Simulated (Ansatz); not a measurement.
```
Al Fe
1.0
     5.60440    0.00000    0.00000
     0.00000    5.60440    0.00000
     0.00000    0.00000    5.60440
Al Fe
4 12
Direct
  0.00000 0.00000 0.00000
  0.50000 0.50000 0.00000
  0.50000 0.00000 0.50000
  0.00000 0.50000 0.50000
  0.50000 0.00000 0.00000
  0.00000 0.50000 0.00000
  0.00000 0.00000 0.50000
  0.50000 0.50000 0.50000
  0.25000 0.25000 0.25000
  0.75000 0.75000 0.25000
  0.75000 0.25000 0.75000
  0.25000 0.75000 0.75000
  0.75000 0.25000 0.25000
  0.25000 0.75000 0.25000
  0.25000 0.25000 0.75000
  0.75000 0.75000 0.75000
```

Space group Fm-3m; a structure from a database of computed crystals, not necessarily the ambient phase; changed on purpose from its base cell (volume × 0.97); computed pressure about 6 GPa in this cell; spin-polarised.

Computed with Ansatz, DFT PBEsol, scalar-relativistic, plane waves, PAW.

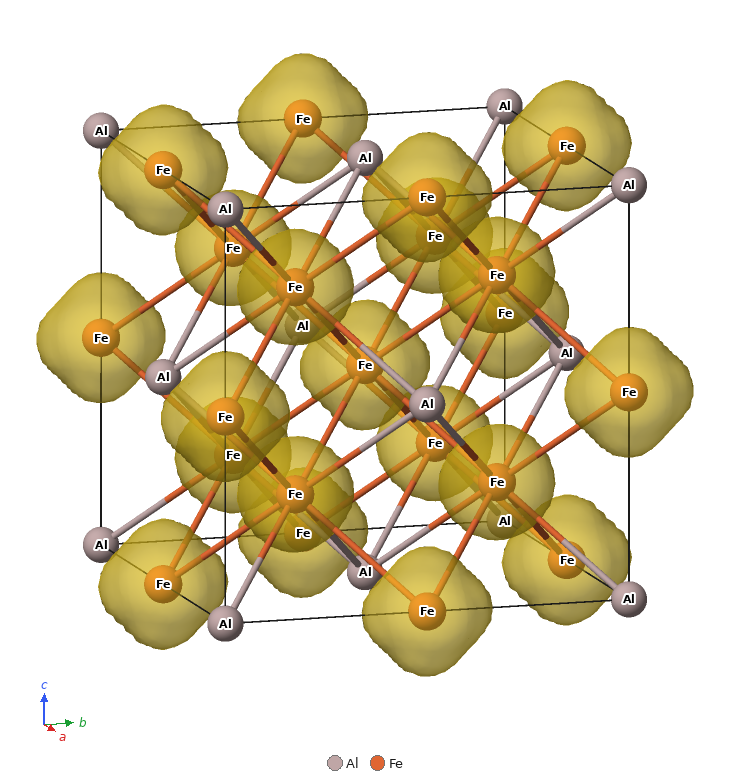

AlFe₃. Isosurface of the spin density at +0.2 e/Å³ (yellow), seen slightly off an axis. Sticks mark near contacts.

In a PAW calculation such maps are meaningful between the atoms, not at the nuclei.

Where is the spin, and how is it ordered?

The spin density sits on Fe: +2.3 μB (×4) and +1.7 μB (×8) in one cell of 16 atoms, with smaller moments on other sites: Al (up to −0.06 μB): parallel main moments (a ferromagnetic arrangement) in this solution. The cell of the calculation (4 atoms) carries 5.5 μB of net spin moment.
